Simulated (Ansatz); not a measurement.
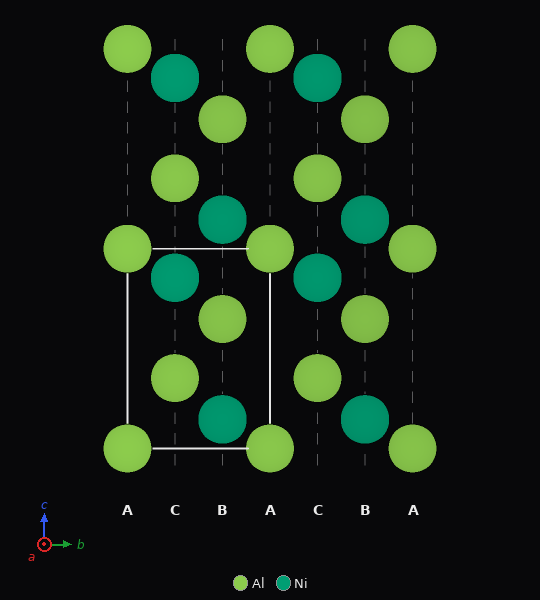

The picture looks along a close-packed row of the hexagonal mesh; c points upwards. The dashed lines mark the three columns A (0, 0), B (1/3, 2/3) and C (2/3, 1/3). The sequence starts with the first layer at or above the cell's origin.

System Al3Ni2 (space group P-3m1, No. 164); source of the atomic positions: the end point of a relaxation with Ansatz 0.2.0, DFT PBEsol, scalar-relativistic, plane waves, PAW.

Question: Read off the stacking sequence over one period.

Answer: Al(A) – Ni(B) – Al(C) – Al(B) – Ni(C) (five layers in 4.86 Å).
